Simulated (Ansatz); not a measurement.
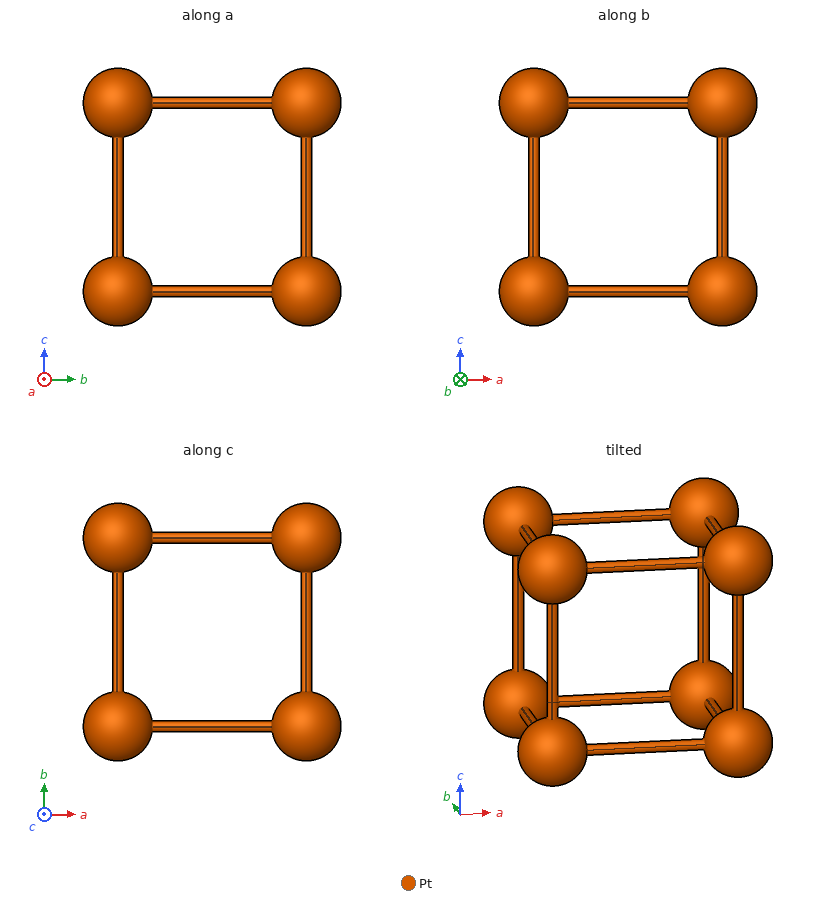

The image is a ball-and-stick drawing of a crystal, viewed along the a axis, along the b axis, along the c axis and slightly off an axis. Atoms at the boundary of the conventional unit cell (the box) are drawn once for each face, edge or corner they touch.

Lattice parameters: a = 2.604 Å, b = 2.604 Å, c = 2.604 Å, α = 90.00°, β = 90.00°, γ = 90.00°. Put a along x and b in the xy plane.

Question: Record the structure as a POSCAR file.

Answer:
```
Pt
1.0
     2.604    0.000    0.000
     0.000    2.604    0.000
     0.000    0.000    2.604
Pt
1
Direct
  0.0000 0.0000 0.0000
```

Starting structure: a structure type filled with this element by a generator (whether the element takes this form wasn't checked). It is drawn as it came out of a relaxation with DFT, r2SCAN, plane waves (500 eV) with PAW, scalar-relativistic in Ansatz 0.2.0.
